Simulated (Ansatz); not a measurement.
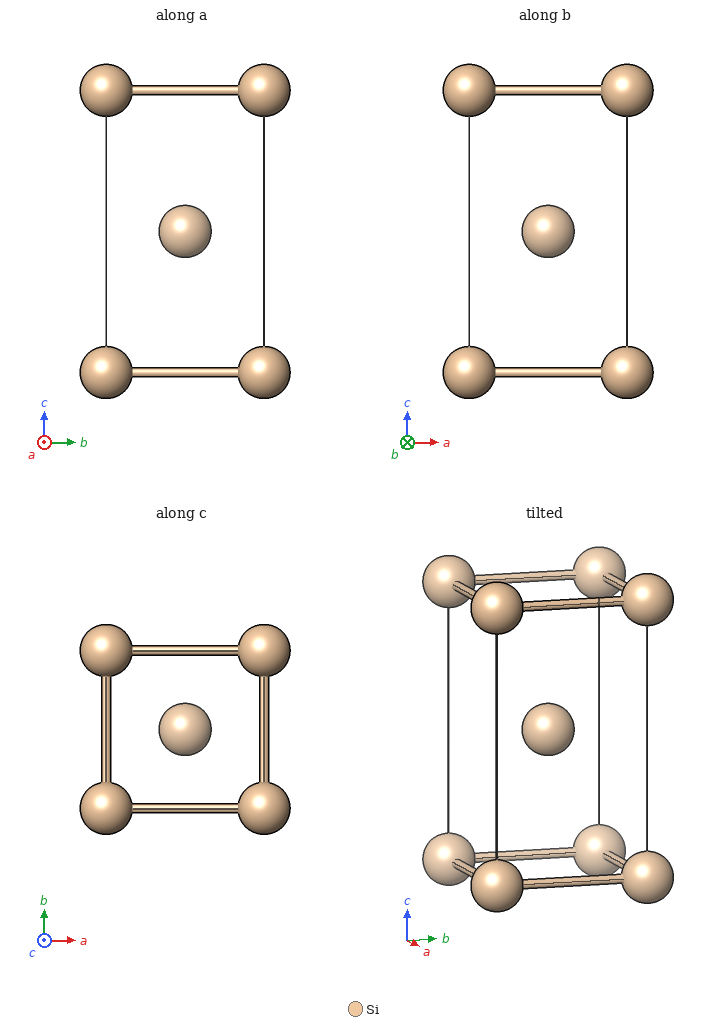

The figure gives a ball-and-stick picture of the atoms, viewed along the a axis, along the b axis, along the c axis and slightly off an axis. The box is the conventional unit cell; atoms on or close to its faces, edges and corners are drawn wherever they repeat.

Lattice parameters: a = 2.551 Å, b = 2.551 Å, c = 4.560 Å, α = 90.00°, β = 90.00°, γ = 90.00°. Put a along x and b in the xy plane.

> Write the structure as a POSCAR file.

```
Si
1.0
     2.551    0.000    0.000
     0.000    2.551    0.000
     0.000    0.000    4.560
Si
2
Direct
  0.0000 0.0000 0.0000
  0.5000 0.5000 0.5000
```

The structure comes from a structure type filled with this element by a generator (whether the element takes this form wasn't checked). The geometry was optimised with DFT PBE, scalar-relativistic, plane waves, PAW (Ansatz).
